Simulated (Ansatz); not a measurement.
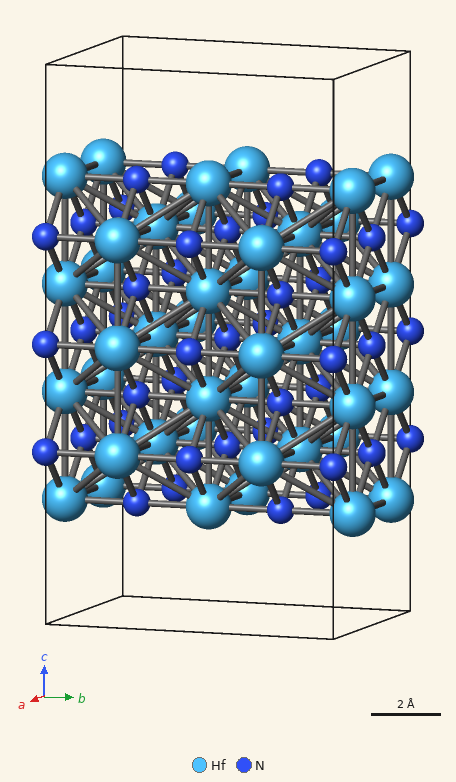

**Figure 1.** The starting structure (ball-and-stick view of the 2 × 2 repeat of the cell, with the vacuum cut short, seen slightly off an axis). Near neighbours in the crystal (not all of them lie inside the picture): Hf has 7 Hf at 3.18 Å and 4 N at 2.25 Å; N has 4 Hf at 2.25 Å; Hf has 11 Hf at 3.18 Å and 6 N at 2.25 Å; N has 6 Hf at 2.25 Å; Hf has 12 Hf at 3.18 Å and 6 N at 2.25 Å.

Run report: HfN, geometry relaxation (part 1 of 2)

HfN (slab, 14 atoms in the cell), computed with DFT PBEsol, scalar-relativistic, plane waves, PAW, no spin polarisation (Ansatz 0.2.0).

It belongs to a series of runs on one base structure; here: (1 1 0) slab, atoms relaxed.

Output:
```
Engine: ansatz 0.2.0, x86_64-unknown-linux-gnu
Pseudopotentials: kind: paw
Pseudopotential: Hf, paw, valence charge 26, recommended cutoff 420 eV (normal), Hf.paw.azcp
Pseudopotential: N, paw, valence charge 5, recommended cutoff 420 eV (normal), N.paw.azcp
Functional definition: PBEsol
  exchange = pbesol_x
  correlation = pbesol_c
Crystal: 14 atoms, lattice volume = 351.761 Å³
Basis set: ecut = 420 eV, 6855 PW (Γ), exchange–correlation on 48×64×360 points (8 copies of the dense FFT grid, shifted against one another)
Bands: 131, of which v1, the nominal top of the filled ones, is band 109 counted from 1 (108 counted from 0)
Symmetry: 4 space group operations
k-points: 30 of 88
Non-local potential: Hf, projectors of the file, l = 0: 3, l = 1: 2, l = 2: 2, l = 3: 3
Non-local potential: N, projectors of the file, l = 0: 2, l = 1: 2, l = 2: 1
PAW form: soft (Blöchl's): semilocal exchange-correlation on the pseudo side does not see the compensation charge
PAW frozen core: Hf, regenerated for the run's functional, and the local potential with it (the file was generated under x = pbe(κ = 0.804, μ = 0.2195149727645171), c = pbe(β = 0.06672455060314922))
PAW frozen core: N, regenerated for the run's functional, and the local potential with it (the file was generated under x = pbe(κ = 0.804, μ = 0.2195149727645171), c = pbe(β = 0.06672455060314922))
PAW one-centre angular grid: Hf, 590 points (default); XC on 64 Gauss nodes
PAW one-centre angular grid: N, 110 points (default); XC on 64 Gauss nodes
Initial density: superposition of atomic densities (neutral atoms: chi_scale 0, normalization atom), corrected by the library's trained network
Initial wavefunctions: pseudopotential atomic-orbital guess
Functional: x = pbesol(κ = 0.804, μ = 0.12345679012345678), c = pbesol(β = 0.046)
SCF iter   1: F=—  HF=-111856.128655 eV  |F-HF|=—  |Δ(HF+E_count)|=         —  Δρ=7.14e-3  dr2=2.75e-1  ethr=1.77e-3  p=0.000 e·Å  D=2.35e-13 V/Å  ΔV_dip=-0.00 eV  dr2_dipole=1.95e-8  V_vac-E_F(+/−)=3.85/3.85 eV  ⟨swp⟩=6.4  Hψ=14914  notcnv=0  defer=39
efield: sawtooth ramp at fractional position 0.9800 (placed from the atoms, in the widest stretch of the axis that holds none; the zero of the levels goes with the place), width 0.0400; the density the first Hamiltonian is built on has a dipole p = 0.000 e·Å; the dipole correction subtracts the counter field D = 2.35e-13 V/Å, which shifts the + side's vacuum level by -0.00 eV against the − side's; the planar-averaged density in the ramp window peaks in size at 2.4e-5 e/Å³
preconditioner: auto → LDOS  [metal: Δε(μ)=0.010 eV  Ē_g=17.514 eV  σ=0.100 eV  W_gap=0.06  n_scr=98 (ndim 8)  ℏωp=28.2 eV  f_vac=0.493  D(μ)=6.46/eV (n_scr^D=32)  β→1.0]
SCF iter   2: F=—  HF=-111856.132084 eV  |F-HF|=—  |Δ(HF+E_count)|=   3.43e-3  Δρ=5.00e-3  dr2=9.39e-2  ethr=1.27e-4  p=0.000 e·Å  D=1.88e-6 V/Å  ΔV_dip=-0.00 eV  dr2_dipole=4.38e-8  V_vac-E_F(+/−)=3.74/3.74 eV  ⟨swp⟩=2.2  Hψ=7817  notcnv=0  defer=428
SCF iter   3: F=—  HF=-111856.113132 eV  |F-HF|=—  |Δ(HF+E_count)|=   1.90e-2  Δρ=9.27e-4  dr2=4.23e-3  ethr=4.33e-5  p=0.000 e·Å  D=2.87e-6 V/Å  ΔV_dip=-0.00 eV  dr2_dipole=3.10e-8  V_vac-E_F(+/−)=3.74/3.75 eV  ⟨swp⟩=2.1  Hψ=6331  notcnv=0  defer=428
SCF iter   4: F=—  HF=-111856.112357 eV  |F-HF|=—  |Δ(HF+E_count)|=   7.75e-4  Δρ=2.50e-4  dr2=2.37e-4  ethr=1.95e-6  p=0.000 e·Å  D=2.71e-6 V/Å  ΔV_dip=-0.00 eV  dr2_dipole=8.22e-9  V_vac-E_F(+/−)=3.72/3.72 eV  ⟨swp⟩=3.0  Hψ=7980  notcnv=0  defer=375
SCF iter   5: F=—  HF=-111856.112417 eV  |F-HF|=—  |Δ(HF+E_count)|=   5.94e-5  Δρ=1.34e-4  dr2=7.19e-5  ethr=1.09e-7  p=0.000 e·Å  D=2.30e-6 V/Å  ΔV_dip=-0.00 eV  dr2_dipole=6.34e-9  V_vac-E_F(+/−)=3.71/3.71 eV  ⟨swp⟩=2.8  Hψ=7282  notcnv=0  defer=322
SCF iter   6: F=—  HF=-111856.112455 eV  |F-HF|=—  |Δ(HF+E_count)|=   3.83e-5  Δρ=5.92e-5  dr2=2.45e-5  ethr=3.31e-8  p=0.000 e·Å  D=1.58e-6 V/Å  ΔV_dip=-0.00 eV  dr2_dipole=8.72e-11  V_vac-E_F(+/−)=3.70/3.70 eV  ⟨swp⟩=2.6  Hψ=6578  notcnv=0  defer=299
iter 7 did not close the SCF: its close was put off until two iterations running show no level that it waits for move by more than its bar (scf_convergence_deferred on its scf_iter line)
SCF iter   7: F=-111856.112472 eV  HF=-111856.112469 eV  |F-HF|=2.17e-6  |Δ(HF+E_count)|=   1.43e-5  Δρ=2.12e-5  dr2=2.26e-6  ethr=4.61e-9  p=0.000 e·Å  D=8.52e-7 V/Å  ΔV_dip=-0.00 eV  dr2_dipole=2.03e-11  V_vac-E_F(+/−)=3.69/3.69 eV  ⟨swp⟩=14.8  Hψ=23551  notcnv=0
iter 8 did not close the SCF: its close was put off until two iterations running show no level that it waits for move by more than its bar (scf_convergence_deferred on its scf_iter line)
SCF iter   8: F=-111856.112472 eV  HF=-111856.112471 eV  |F-HF|=6.70e-7  |Δ(HF+E_count)|=   2.13e-6  Δρ=9.73e-6  dr2=4.61e-7  ethr=1.04e-9  p=0.000 e·Å  D=3.52e-7 V/Å  ΔV_dip=-0.00 eV  dr2_dipole=2.64e-10  V_vac-E_F(+/−)=3.69/3.69 eV  ⟨swp⟩=5.8  Hψ=16363  notcnv=0
SCF iter   9: F=-111856.112472 eV  HF=-111856.112472 eV  |F-HF|=1.82e-7  |Δ(HF+E_count)|=   6.35e-7  Δρ=5.90e-6  dr2=2.38e-7  ethr=2.12e-10  p=0.000 e·Å  D=2.15e-7 V/Å  ΔV_dip=-0.00 eV  dr2_dipole=1.88e-11  V_vac-E_F(+/−)=3.69/3.69 eV  ⟨swp⟩=5.5  Hψ=14436  notcnv=0
SCF 1 converged in 9 iterations: F = -111856.112472 eV  dr2 = 2.38e-7
  greatest PAW one-centre occupation: 0.998 electrons in one spin orbital (limit 2), on the Hf atom at site 0 (counted from 0), in its partial waves of l = 3
relax step   1: F+E_penalty+E_count = -111856.11247230 eV  Δ(F+E_penalty+E_count) = +0.000e0 eV  max|allowed force component| = 1.413e0 eV/Å  Δτ_max = 0.0000 Å  (9 SCF iters, dr2 threshold 1.00e-5 eV, accepted)
Initial density: handed on by an earlier stage of this run
Initial wavefunctions: those handed on with the density
iter 1 solved again at ethr=3.47e-4 eV; its pass at ethr=3.10e-3 eV (dr2=7.52e-1 eV) is discarded
SCF iter   1: F=—  HF=-111856.513560 eV  |F-HF|=—  |Δ(HF+E_count)|=         —  Δρ=7.93e-3  dr2=7.43e-1  ethr=3.47e-4  p=0.000 e·Å  D=2.15e-7 V/Å  ΔV_dip=-0.00 eV  dr2_dipole=1.14e-11  V_vac-E_F(+/−)=3.67/3.67 eV  ⟨swp⟩=1.6  Hψ=12954  notcnv=0  defer=411
efield: sawtooth ramp at fractional position 0.9800 (handed on by an earlier solve), width 0.0400; the density the first Hamiltonian is built on has a dipole p = 0.000 e·Å; the dipole correction subtracts the counter field D = 2.15e-7 V/Å, which shifts the + side's vacuum level by -0.00 eV against the − side's; the planar-averaged density in the ramp window peaks in size at 1.7e-6 e/Å³
preconditioner: auto → LDOS  [metal: Δε(μ)=0.022 eV  Ē_g=17.634 eV  σ=0.100 eV  W_gap=0.13  n_scr=98 (ndim 8)  ℏωp=28.2 eV  f_vac=0.502  D(μ)=6.36/eV (n_scr^D=32)  β→1.0]
SCF iter   2: F=—  HF=-111856.424947 eV  |F-HF|=—  |Δ(HF+E_count)|=   8.86e-2  Δρ=5.56e-3  dr2=1.95e-1  ethr=3.42e-4  p=-0.000 e·Å  D=-1.71e-9 V/Å  ΔV_dip=0.00 eV  dr2_dipole=2.24e-11  V_vac-E_F(+/−)=3.45/3.45 eV  ⟨swp⟩=3.0  Hψ=7087  notcnv=0  defer=411
SCF iter   3: F=—  HF=-111856.395139 eV  |F-HF|=—  |Δ(HF+E_count)|=   2.98e-2  Δρ=1.70e-3  dr2=1.75e-2  ethr=8.96e-5  p=0.000 e·Å  D=1.83e-8 V/Å  ΔV_dip=-0.00 eV  dr2_dipole=5.64e-11  V_vac-E_F(+/−)=3.54/3.54 eV  ⟨swp⟩=2.2  Hψ=7498  notcnv=0  defer=425
SCF iter   4: F=—  HF=-111856.390620 eV  |F-HF|=—  |Δ(HF+E_count)|=   4.52e-3  Δρ=7.19e-4  dr2=1.82e-3  ethr=8.04e-6  p=-0.000 e·Å  D=-2.10e-8 V/Å  ΔV_dip=0.00 eV  dr2_dipole=1.35e-11  V_vac-E_F(+/−)=3.53/3.53 eV  ⟨swp⟩=3.0  Hψ=8817  notcnv=0  defer=428
SCF iter   5: F=—  HF=-111856.391425 eV  |F-HF|=—  |Δ(HF+E_count)|=   8.05e-4  Δρ=4.07e-4  dr2=1.33e-3  ethr=8.38e-7  p=-0.000 e·Å  D=-3.36e-8 V/Å  ΔV_dip=0.00 eV  dr2_dipole=6.24e-11  V_vac-E_F(+/−)=3.53/3.53 eV  ⟨swp⟩=2.5  Hψ=6868  notcnv=0  defer=428
SCF iter   6: F=—  HF=-111856.391703 eV  |F-HF|=—  |Δ(HF+E_count)|=   2.78e-4  Δρ=2.59e-4  dr2=3.47e-4  ethr=6.11e-7  p=-0.000 e·Å  D=-5.82e-8 V/Å  ΔV_dip=0.00 eV  dr2_dipole=8.60e-11  V_vac-E_F(+/−)=3.54/3.54 eV  ⟨swp⟩=2.0  Hψ=5409  notcnv=0  defer=428
SCF iter   7: F=—  HF=-111856.391860 eV  |F-HF|=—  |Δ(HF+E_count)|=   1.58e-4  Δρ=8.47e-5  dr2=2.80e-5  ethr=1.60e-7  p=-0.000 e·Å  D=-2.63e-8 V/Å  ΔV_dip=0.00 eV  dr2_dipole=9.73e-11  V_vac-E_F(+/−)=3.54/3.54 eV  ⟨swp⟩=2.4  Hψ=5776  notcnv=0  defer=428
SCF iter   8: F=-111856.391896 eV  HF=-111856.391890 eV  |F-HF|=6.63e-6  |Δ(HF+E_count)|=   2.92e-5  Δρ=3.87e-5  dr2=7.17e-6  ethr=1.29e-8  p=-0.000 e·Å  D=-6.86e-8 V/Å  ΔV_dip=0.00 eV  dr2_dipole=1.29e-10  V_vac-E_F(+/−)=3.55/3.55 eV  ⟨swp⟩=14.4  Hψ=20383  notcnv=0
SCF 2 converged in 8 iterations: F = -111856.391896 eV  dr2 = 7.17e-6
  greatest PAW one-centre occupation: 0.998 electrons in one spin orbital (limit 2), on the Hf atom at site 12 (counted from 0), in its partial waves of l = 3
relax step   2: F+E_penalty+E_count = -111856.39189634 eV  Δ(F+E_penalty+E_count) = -2.794e-1 eV  max|allowed force component| = 5.214e-1 eV/Å  Δτ_max = 0.0979 Å  (8 SCF iters, dr2 threshold 1.00e-4 eV, accepted)
SCF iter   1: F=—  HF=-111856.436502 eV  |F-HF|=—  |Δ(HF+E_count)|=         —  Δρ=2.61e-3  dr2=1.13e-1  ethr=4.27e-4  p=-0.000 e·Å  D=-6.86e-8 V/Å  ΔV_dip=0.00 eV  dr2_dipole=1.12e-10  V_vac-E_F(+/−)=3.55/3.55 eV  ⟨swp⟩=2.2  Hψ=5714  notcnv=0  defer=423
efield: sawtooth ramp at fractional position 0.9800 (handed on by an earlier solve), width 0.0400; the density the first Hamiltonian is built on has a dipole p = -0.000 e·Å; the dipole correction subtracts the counter field D = -6.86e-8 V/Å, which shifts the + side's vacuum level by +0.00 eV against the − side's; the planar-averaged density in the ramp window peaks in size at 1.8e-6 e/Å³
preconditioner: auto → LDOS  [metal: Δε(μ)=0.015 eV  Ē_g=17.560 eV  σ=0.100 eV  W_gap=0.09  n_scr=98 (ndim 8)  ℏωp=28.2 eV  f_vac=0.499  D(μ)=8.04/eV (n_scr^D=42)  β→1.0]
SCF iter   2: F=—  HF=-111856.426481 eV  |F-HF|=—  |Δ(HF+E_count)|=   1.00e-2  Δρ=1.49e-3  dr2=8.92e-3  ethr=5.23e-5  p=0.000 e·Å  D=1.16e-7 V/Å  ΔV_dip=-0.00 eV  dr2_dipole=2.55e-10  V_vac-E_F(+/−)=3.58/3.58 eV  ⟨swp⟩=2.0  Hψ=5436  notcnv=0  defer=421
SCF iter   3: F=—  HF=-111856.424392 eV  |F-HF|=—  |Δ(HF+E_count)|=   2.09e-3  Δρ=4.71e-4  dr2=1.42e-3  ethr=4.11e-6  p=0.000 e·Å  D=2.06e-8 V/Å  ΔV_dip=-0.00 eV  dr2_dipole=2.99e-10  V_vac-E_F(+/−)=3.58/3.58 eV  ⟨swp⟩=3.0  Hψ=8354  notcnv=0  defer=421
SCF iter   4: F=—  HF=-111856.424025 eV  |F-HF|=—  |Δ(HF+E_count)|=   3.68e-4  Δρ=1.67e-4  dr2=5.72e-4  ethr=6.54e-7  p=0.000 e·Å  D=7.34e-8 V/Å  ΔV_dip=-0.00 eV  dr2_dipole=1.40e-10  V_vac-E_F(+/−)=3.58/3.58 eV  ⟨swp⟩=2.1  Hψ=6569  notcnv=0  defer=421
SCF iter   5: F=—  HF=-111856.423974 eV  |F-HF|=—  |Δ(HF+E_count)|=   5.03e-5  Δρ=5.85e-5  dr2=4.51e-5  ethr=2.64e-7  p=0.000 e·Å  D=5.73e-8 V/Å  ΔV_dip=-0.00 eV  dr2_dipole=1.08e-12  V_vac-E_F(+/−)=3.58/3.58 eV  ⟨swp⟩=2.0  Hψ=5715  notcnv=0  defer=421
SCF iter   6: F=-111856.423981 eV  HF=-111856.423978 eV  |F-HF|=2.23e-6  |Δ(HF+E_count)|=   3.92e-6  Δρ=3.11e-5  dr2=7.46e-6  ethr=7.83e-9  p=0.000 e·Å  D=6.89e-8 V/Å  ΔV_dip=-0.00 eV  dr2_dipole=2.52e-12  V_vac-E_F(+/−)=3.59/3.59 eV  ⟨swp⟩=14.6  Hψ=22259  notcnv=0
SCF 3 converged in 6 iterations: F = -111856.423981 eV  dr2 = 7.46e-6
relax step   3: F+E_penalty+E_count = -111856.42398054 eV  Δ(F+E_penalty+E_count) = -3.208e-2 eV  max|allowed force component| = 5.699e-2 eV/Å  Δτ_max = 0.0306 Å  (6 SCF iters, dr2 threshold 1.70e-5 eV, accepted)
SCF iter   1: F=—  HF=-111856.425542 eV  |F-HF|=—  |Δ(HF+E_count)|=         —  Δρ=7.86e-4  dr2=2.24e-2  ethr=5.20e-5  p=0.000 e·Å  D=6.89e-8 V/Å  ΔV_dip=-0.00 eV  dr2_dipole=4.11e-12  V_vac-E_F(+/−)=3.58/3.58 eV  ⟨swp⟩=2.0  Hψ=5462  notcnv=0  defer=400
efield: sawtooth ramp at fractional position 0.9800 (handed on by an earlier solve), width 0.0400; the density the first Hamiltonian is built on has a dipole p = 0.000 e·Å; the dipole correction subtracts the counter field D = 6.89e-8 V/Å, which shifts the + side's vacuum level by -0.00 eV against the − side's; the planar-averaged density in the ramp window peaks in size at 2.1e-6 e/Å³
preconditioner: auto → LDOS  [metal: Δε(μ)=0.017 eV  Ē_g=17.571 eV  σ=0.100 eV  W_gap=0.09  n_scr=98 (ndim 8)  ℏωp=28.2 eV  f_vac=0.501  D(μ)=7.61/eV (n_scr^D=38)  β→1.0]
SCF iter   2: F=—  HF=-111856.424607 eV  |F-HF|=—  |Δ(HF+E_count)|=   9.34e-4  Δρ=4.03e-4  dr2=7.47e-4  ethr=1.03e-5  p=0.000 e·Å  D=5.14e-8 V/Å  ΔV_dip=-0.00 eV  dr2_dipole=2.33e-12  V_vac-E_F(+/−)=3.57/3.57 eV  ⟨swp⟩=1.9  Hψ=4730  notcnv=0  defer=401
SCF iter   3: F=—  HF=-111856.424486 eV  |F-HF|=—  |Δ(HF+E_count)|=   1.22e-4  Δρ=2.18e-4  dr2=2.44e-4  ethr=3.44e-7  p=0.000 e·Å  D=3.24e-8 V/Å  ΔV_dip=-0.00 eV  dr2_dipole=1.78e-11  V_vac-E_F(+/−)=3.58/3.58 eV  ⟨swp⟩=3.0  Hψ=8638  notcnv=0  defer=401
SCF iter   4: F=—  HF=-111856.424374 eV  |F-HF|=—  |Δ(HF+E_count)|=   1.12e-4  Δρ=5.45e-5  dr2=2.35e-5  ethr=1.12e-7  p=0.000 e·Å  D=2.97e-8 V/Å  ΔV_dip=-0.00 eV  dr2_dipole=2.46e-13  V_vac-E_F(+/−)=3.57/3.57 eV  ⟨swp⟩=2.2  Hψ=6815  notcnv=0  defer=401
SCF iter   5: F=—  HF=-111856.424454 eV  |F-HF|=—  |Δ(HF+E_count)|=   8.00e-5  Δρ=2.84e-5  dr2=2.36e-6  ethr=1.08e-8  p=0.000 e·Å  D=2.38e-8 V/Å  ΔV_dip=-0.00 eV  dr2_dipole=1.64e-16  V_vac-E_F(+/−)=3.58/3.58 eV  ⟨swp⟩=2.6  Hψ=6189  notcnv=0  defer=401
SCF iter   6: F=—  HF=-111856.424456 eV  |F-HF|=—  |Δ(HF+E_count)|=   2.06e-6  Δρ=1.51e-5  dr2=7.54e-7  ethr=1.09e-9  p=0.000 e·Å  D=1.45e-8 V/Å  ΔV_dip=-0.00 eV  dr2_dipole=1.58e-14  V_vac-E_F(+/−)=3.58/3.58 eV  ⟨swp⟩=2.2  Hψ=5970  notcnv=0  defer=401
SCF iter   7: F=—  HF=-111856.424457 eV  |F-HF|=—  |Δ(HF+E_count)|=   1.21e-6  Δρ=5.47e-6  dr2=1.77e-7  ethr=3.47e-10  p=0.000 e·Å  D=1.95e-8 V/Å  ΔV_dip=-0.00 eV  dr2_dipole=1.41e-12  V_vac-E_F(+/−)=3.58/3.58 eV  ⟨swp⟩=2.5  Hψ=6383  notcnv=0  defer=401
SCF iter   8: F=-111856.424458 eV  HF=-111856.424458 eV  |F-HF|=9.14e-9  |Δ(HF+E_count)|=   2.65e-7  Δρ=2.41e-6  dr2=2.36e-8  ethr=4.61e-11  p=0.000 e·Å  D=1.43e-8 V/Å  ΔV_dip=-0.00 eV  dr2_dipole=1.80e-12  V_vac-E_F(+/−)=3.58/3.58 eV  ⟨swp⟩=13.1  Hψ=21641  notcnv=0
SCF 4 converged in 8 iterations: F = -111856.424458 eV  dr2 = 2.36e-8
relax step   4: F+E_penalty+E_count = -111856.42445774 eV  Δ(F+E_penalty+E_count) = -4.772e-4 eV  max|allowed force component| = 1.626e-2 eV/Å  Δτ_max = 0.0089 Å  (8 SCF iters, accepted)
```

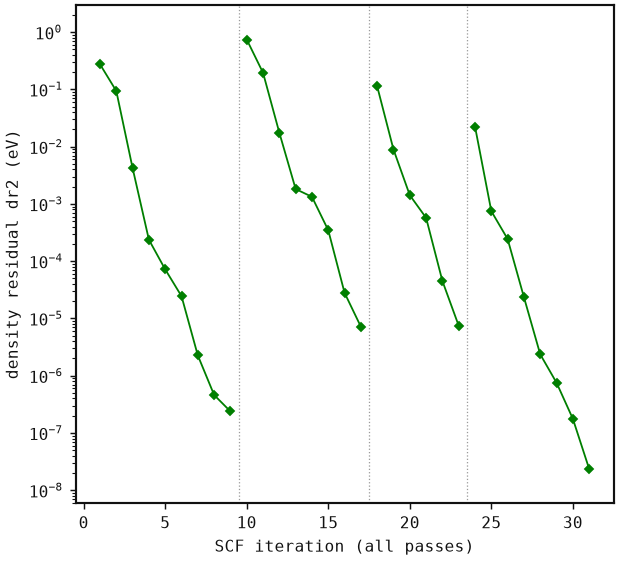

**Figure 2.** Convergence of the self-consistent field: density residual dr2 against the SCF iteration. The dotted lines part the SCF passes of the relaxation: geometry steps, rejected trials and re-solves on a re-selected basis. The passes take 9, 8, 6 and 8 iterations.

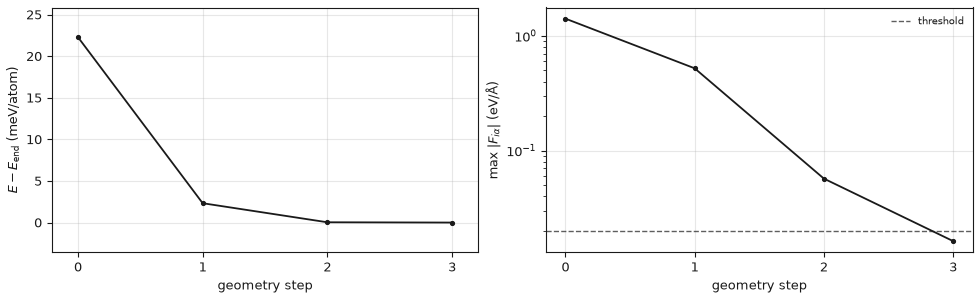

**Figure 3.** Progress of the relaxation, step by step (the first geometry is step 0 here and step 1 in the log).

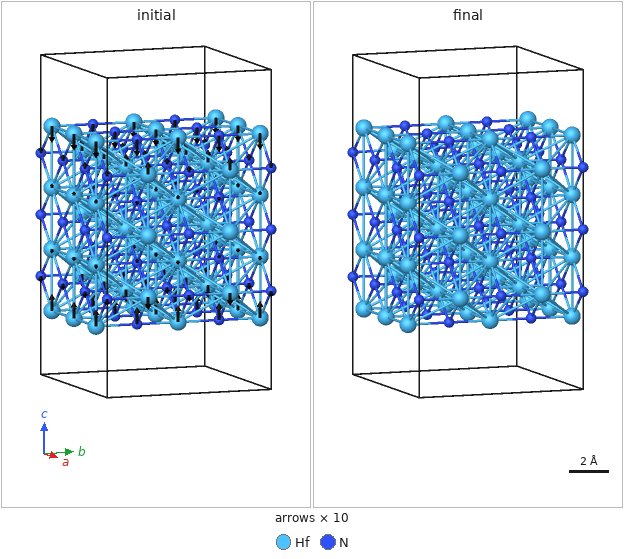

**Figure 4.** Before (left) and after (right) the relaxation, at one scale (ball-and-stick view of the 3 × 2 repeat of the cell, with the vacuum cut short, seen slightly off an axis). The black arrows give the displacements, magnified 10 times. Over 3 geometry steps the energy falls by 22.3 meV per atom. The largest force component goes from 1.4 to 0.016 eV/Å. The largest moves, 0.089 Å, are those of N2 and N14. Largest moves by element: N 0.089 Å, Hf 0.088 Å. The lattice vectors keep their values. Among the contacts that change: Hf1–Hf5 3.183 → 3.073 Å, Hf11–N14 2.251 → 2.144 Å, Hf1–N4 2.251 → 2.166 Å, Hf11–Hf13 3.183 → 3.109 Å. Among the angles that change: Hf11–N14–Hf11 90.0° → 95.9°, Hf1–N4–Hf1 90.0° → 94.6°, Hf3–N6–Hf3 90.0° → 86.9°. (Atoms are counted from 1 in the order of the input.)

```
SCF converged after 8 iterations
Free energy (F): -111856.424458 eV
Harris-Foulkes:  -111856.424458 eV  (|F-HF|=9.14e-9)
Internal energy: -111856.385872 eV  (E = F + TS)
E sigma→0 (E₀):  -111856.405165 eV
Entropy (-TS):   -0.038586 eV (-2.756 meV/atom)
Fermi energy:    8.870111 eV
Dipole field:    D = -0.000001 V/Å  (p = -0.000003 e·Å, saw-weighted, corrected)
Work function:   Φ+ = 3.5781 eV   Φ− = 3.5781 eV
Levels:          The Fermi level and band energies are counted from a zero that moves with the ramp; work functions are not
--- Per-component energies (eV) ---
  E_band       = -1922.351555
  E_kinetic    = 3888.893451
  E_local      = -402650.691098  (includes V_loc(G=0)·N_el)
  E_nonlocal   = -8347.848599
  E_hartree    = 198891.521923
  E_xc         = -2506.637397
  E_vxc        = -2402.804244  (∫ρ·V_xc dr)
  E_paw        = -48506.787963  (= ΣΔE_a)
  E_vpaw       = 9807.034910  (= ΣTr[D̂ρ^β])
  E_aug_tail   = 0.000637  (compensation charges beyond the density's cutoff)
  E_efield     = 0.000000  (sawtooth field / dipole correction)
  E_vefield    = 0.000000  (∫n·V_field dr)
  E_ewald      = 147366.208842
  E_core_change = 8.954333  (= ΣΔE_core)
  E_smearing   = -0.038586  (= −TS)
  E_closure    = -0.000000  (closes the sum)
  Σ components = -111856.424458   (vs F -111856.424458, Δ=0.00e0)
```
